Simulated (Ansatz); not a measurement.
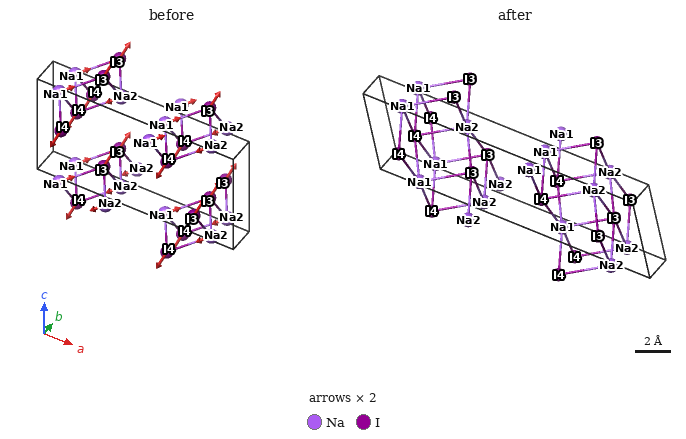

The structure of solid NaI (built on the InSe-12 type type) before (left) and after (right) a relaxation, at one scale. The red arrows give the displacements (the part carried along by the change of the cell is left out), magnified 2 times.

Style: ball-and-stick. Shown: the conventional cell (2 times the calculation's cell), slightly off an axis. Lengths and directions refer to the drawn axes.

Computed with DFT, PBEsol, plane waves, PAW (Ansatz 0.2.0). (plane-wave cutoff 420 eV; k-point mesh 6 × 6 × 4; occupations fermi dirac; smearing width 0.03 eV; no spin polarisation; cell and atoms relaxed; force threshold 0.01 eV/Å; at most 120 steps)

### Describe what moved and what it gained.

The energy falls by 400 meV per atom in 19 accepted moves (24 points after the start). Largest force component: 0.77 eV/Å at the start, 0.0015 eV/Å at the end. Pressure: 4.35 GPa at the start and 0.01 GPa at the end. The line search rejected the trial steps at points 10, 19 of the run. The SCF was repeated 3 times at an unchanged geometry on a basis and grid sized afresh for the cell, which shifted the energy by 15.0 meV per atom at most. The largest moves relative to the cell, 0.62 Å, are those of I3 and I4. I3 goes in a general direction near [1 0 3]. By element the largest moves are I 0.62 Å, Na 0.52 Å. The drawn cell changes as follows: a 12.270 → 16.849 Å (+37.3 %), b 4.327 → 4.367 Å (+0.9 %), c 5.342 → 4.535 Å (−15.1 %), β 109.9° → 122.5°; the volume changes by +5.5 %. Among the contacts that change: Na1–Na2 2.951 → 4.769 Å, Na1–I4 4.254 → 3.158 Å, Na1–I4 (another image) 2.823 → 3.158 Å, Na1–I3 2.833 → 3.153 Å. New bonds form, among them: Na1–I4 (4.25 → 3.16 Å), Na2–I3 (4.25 → 3.16 Å). Bond angles that change, for instance: I3–Na2–I3 100.0° → 87.5°, Na2–I3–Na2 100.0° → 87.5°. The space group stays C2/m (No. 12). The run took 58 s on 2 threads of Intel(R) Xeon(R) 6975P-C (Granite Rapids), with other jobs on the host, peak memory 0.6 GiB.
